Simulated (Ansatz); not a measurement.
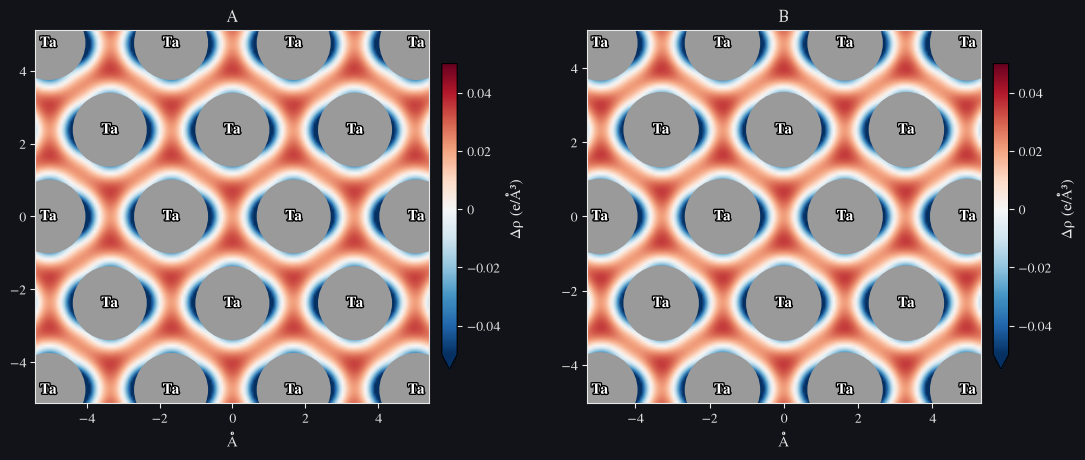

Ta: deformation density on the (101) plane of the conventional cell at two volumes, with the same fractional coordinates and one colour scale. Grey discs cover the cores. Panel A has 106 % of the volume of panel B.

Space group Im-3m.

Computed with DFT PBEsol, scalar-relativistic, plane waves, PAW in Ansatz.

**How do bonds, bonding charge and pressure respond to this change of volume?**

From B to A, Ta–Ta goes from 2.86 to 2.92 Å, and Δρ at its midpoint stays at +0.02 e/Å³.
The pressure is −4 GPa in B and −14 GPa in A.
The rearranged charge is 0.25 e an atom in B and 0.26 e in A.
